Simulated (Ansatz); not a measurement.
Al3Cu

```
Al Cu
1.0
     2.80298    0.00000    0.00000
     0.00000    2.80298    0.00000
     0.00000    0.00000    7.67580
Al Cu
3 1
Direct
  0.00000 0.00000 0.50000
  0.50000 0.50000 0.22278
  0.50000 0.50000 0.77722
  0.00000 0.00000 0.00000
```

Space group P4/mmm; a structure from a database of computed crystals, not necessarily the ambient phase; computed pressure about −3 GPa in this cell; computed without spin polarisation.

Method: Ansatz, DFT PBEsol, scalar-relativistic, plane waves, PAW.

The density is the valence pseudo-density of a PAW calculation; it isn't the true density close to the nuclei.

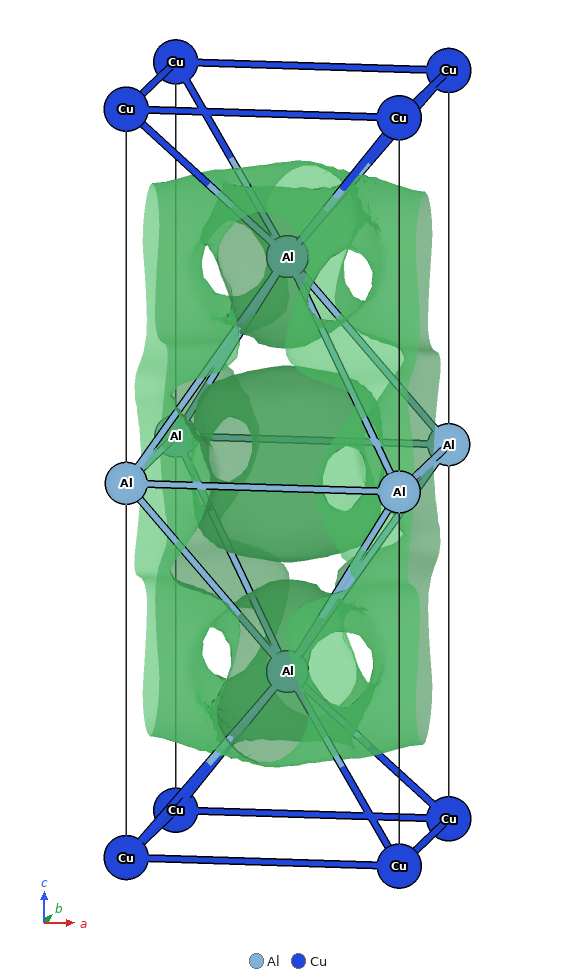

Figure 1. Isosurface of the ELF at 0.55 (green), seen slightly off an axis. Only the valence region is drawn (cores and ρ < 0.01 e/Å³ removed). Sticks mark near contacts.

Where are the electrons localised?

Answer. The surface consists of sheets that run through the cell in two directions, counted in one cell of 4 atoms. Any copies at cell faces, edges or corners count once. Profiles from the grid: Al–Cu (2.62 Å): the ELF is about 0.45 at the midpoint. Al–Al (2.80 Å): the ELF peaks at about 0.70 between the atoms.

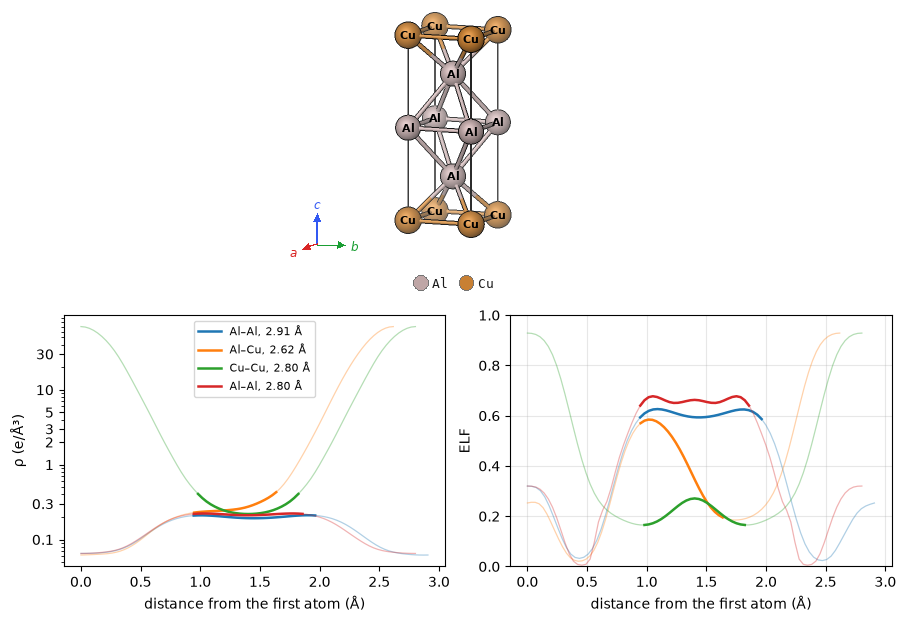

Figure 2. Valence charge density (pseudo) and ELF along straight lines between neighbouring atoms. Thin, pale parts lie inside the atomic spheres. The structure is drawn too.

What can be read from the curves?

Answer. Al–Al (2.91 Å): ρ is about 0.19 e/Å³ halfway; the ELF peaks at about 0.65 between the atoms.
Al–Cu (2.62 Å): ρ at the midpoint is about 0.25 e/Å³; the ELF is about 0.45 at the midpoint.
Cu–Cu (2.80 Å): the density is about 0.22 e/Å³ at the midpoint; the ELF is about 0.25 at the midpoint (no localised pair shows between them).
Al–Al (2.80 Å): ρ is about 0.21 e/Å³ halfway; the ELF peaks at about 0.70 between the atoms.

How much charge does the calculation move between the atoms?

Answer. Electrons move from Al towards Cu. Bader charges: Al +0.02 to +0.54 and Cu −1.11 e.

Does the calculation make it a metal, or give it a gap?

Answer. It is gapless in this calculation (a metal or semimetal).
